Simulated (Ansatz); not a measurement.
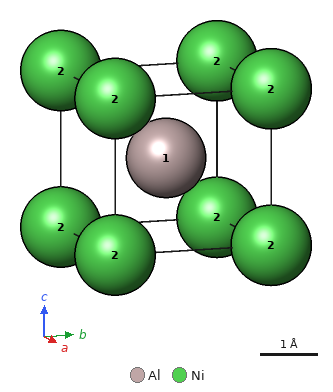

This is the input geometry for a relaxation of solid AlNi (set up in P4/mmm). Style: spheres-only. Shown: the cell of the calculation, slightly off an axis.

Case: uniaxial strain along c of -3.0 %; a, b and atoms relaxed.

Level of theory: DFT PBE, scalar-relativistic, plane waves, PAW (Ansatz 0.2.0).

Input file:
```yaml
crystal:
  lattice:
    - [2.9147901255, 0.0, 0.0]
    - [0.0, 2.9147901255, 0.0]
    - [0.0, 0.0, 2.8062991779]
  atoms:
    - { symbol: Al, position: [0.5, 0.5, 0.5] }
    - { symbol: Ni, position: [0.0, 0.0, 0.0] }
basis:
  ecutwfc: 420
kpoints:
  mp_grid: { grid: [18, 18, 18] }
hamiltonian:
  xc: pbe
scf:
  occupations: { method: gaussian, width: 0.1 }
output:
  forces: true
  stress: true
  eigenvalues: true
relax:
  adjacent_minimum: "off"
  f_tol: 0.008
  max_steps: 40
  cell: { stress_tol: 0.015, fix: [c, angles] }
```

Launched with:
```bash
ansatz run input.yaml --threads 1 --pin off --max-ram 2560MiB --backend cpu --events-out ev --progress --plain --runs-dir out
```

### What does the optimiser find from here?

After 2 accepted moves (3 points after the start) the energy has fallen by 0.5 meV per atom. All forces vanish by symmetry, so only the cell relaxes. Pressure: 2.65 GPa at the start and 1.25 GPa at the end. At 1 point the geometry stayed and the basis and grid were re-selected for the new cell (energy shift of less than 0.05 meV per atom at most each time). The atoms keep their places relative to the cell (all moves are under 0.005 Å). The volume changes by +0.9 %, with a = b 2.915 → 2.927 Å (+0.4 %), c unchanged at 2.806 Å. Some distances before and after: Al1–Ni2 2.493 → 2.501 Å. The space group stays P4/mmm (No. 123).
